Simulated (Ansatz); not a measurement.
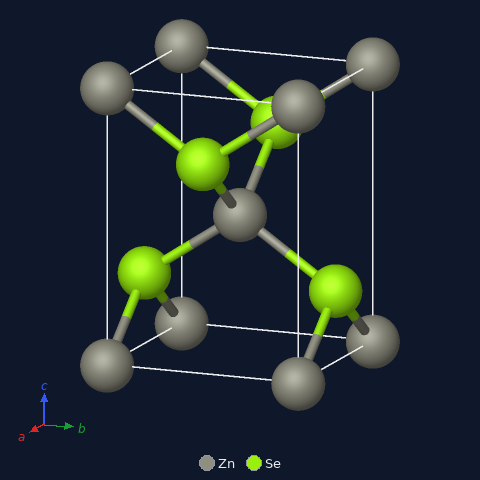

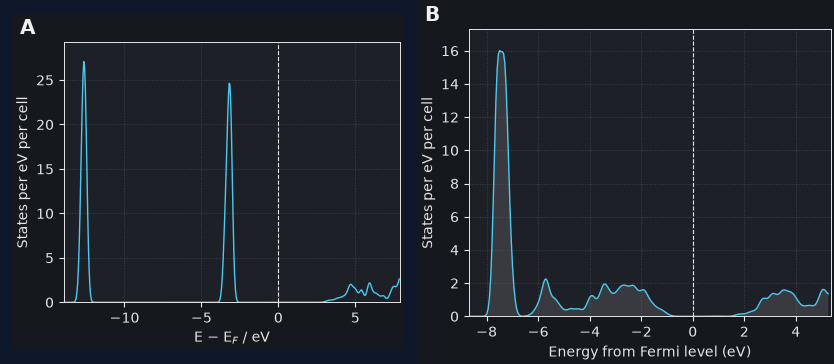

The first picture shows a structure, the second two computed total densities of states of different materials (energies from the Fermi level, put mid-gap where there is a gap; curves built from the levels of the k mesh are broadened by Gaussians of 0.3 to 0.4 eV). The structure was calculated with DFT, r2SCAN, plane waves, PAW, no spin polarisation (Ansatz).

### Which plot belongs to the structure shown?

B. The structure is ZnSe, space group Imm2 (No. 44), 2 atoms in the cell, zincblende type, shear (xy) strain +5.0%, and the calculation gives a gap of 1.7 eV. The other plot: A is KF, space group P6_3/mmc (No. 194), 4 atoms in the cell, wurtzite type (r2SCAN+rVV10, gap 5.8 eV).
